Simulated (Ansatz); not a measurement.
**SrTiO$_{3}$: density, localisation and related maps**

```cif
data_structure
_symmetry_space_group_name_H-M 'P 1'
_symmetry_Int_Tables_number 1
_cell_length_a 3.7896
_cell_length_b 3.7896
_cell_length_c 3.9858
_cell_angle_alpha 90.000
_cell_angle_beta 90.000
_cell_angle_gamma 90.000
_cell_volume 57.24
loop_
_atom_site_label
_atom_site_type_symbol
_atom_site_fract_x
_atom_site_fract_y
_atom_site_fract_z
_atom_site_occupancy
Sr1 Sr 0.00000 0.00000 0.00000 1
Ti1 Ti 0.50000 0.50000 0.50000 1
O1 O 0.50000 0.50000 0.00000 1
O2 O 0.50000 0.00000 0.50000 1
O3 O 0.00000 0.50000 0.50000 1
```

Space group P4/mmm; started from the cubic perovskite prototype, which need not be the ambient phase; changed on purpose from its base cell (epitaxial xy strain -3.0%); computed pressure about 9 GPa in this cell.

Level of theory: DFT, r2SCAN with spin-orbit coupling, plane waves, PAW (Ansatz 0.2.0).

The density is the valence pseudo-density of a PAW calculation; it isn't the true density close to the nuclei.

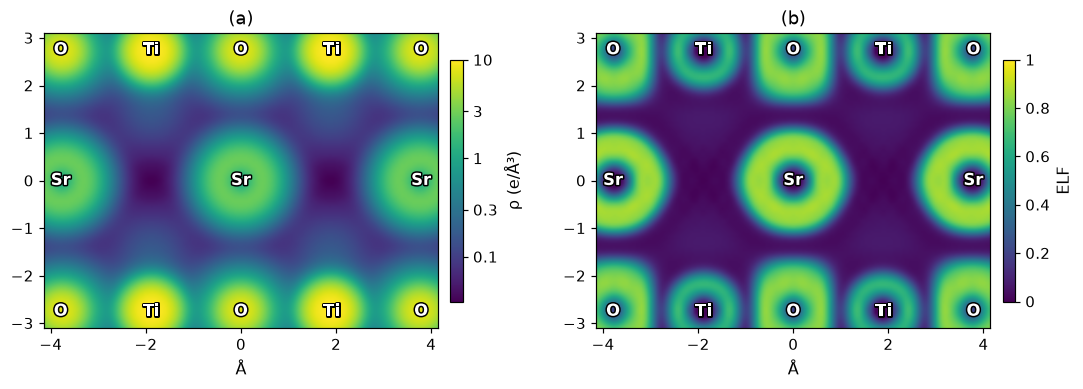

Figure 1. (a) valence pseudo-density; (b) ELF on the (101̄) plane of the conventional cell.

Question: What do the fields say about this system?

Answer: The plane passes through Sr, Ti and O nuclei.
Ti–O (1.89 Å): the density is about 0.81 e/Å³ at the midpoint; the ELF peaks at about 0.85 in the valence shell of O, 0.6 Å from its nucleus, and is about 0.20 at the midpoint: no localised pair shows between them.
Sr–O (2.75 Å): ρ is about 0.15 e/Å³ halfway; the ELF is about 0.05 at the midpoint; a largely ionic contact.
Between the atoms the lowest density in this plane is 0.04 e/Å³.
The features right at Sr and Ti lie inside the PAW spheres, where the map follows smoothed inner orbitals and isn't to be read closely.

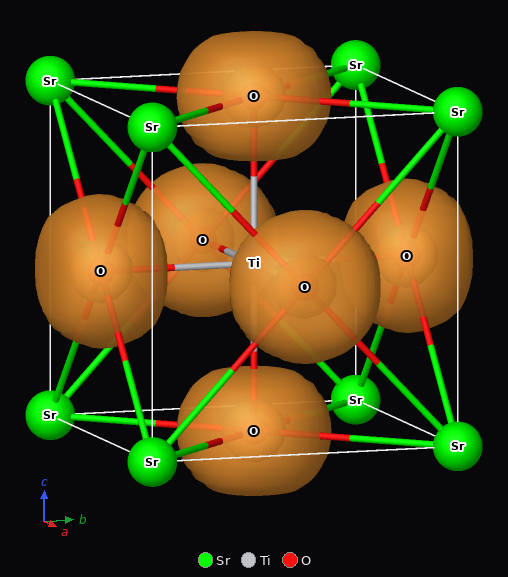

Figure 2. Isosurface of the ELF at 0.7 (orange), seen slightly off an axis. Core shells and regions of very low density are left out. Sticks mark near contacts.

Question: Describe the localisation domains.

Answer: The surface consists of three regions wrapped around O (the valence shell of each), counted in one cell of 5 atoms. Any copies at cell faces, edges or corners count once.


 Sr–O (2.68 Å): the ELF is about 0.05 at the midpoint (a largely ionic contact).

Question: Does the calculation make it a metal, or give it a gap?

Answer: It is gapped, with a Kohn–Sham gap of 2.2 eV on the k-point mesh (the band edges may lie off the mesh, which would make the gap smaller).
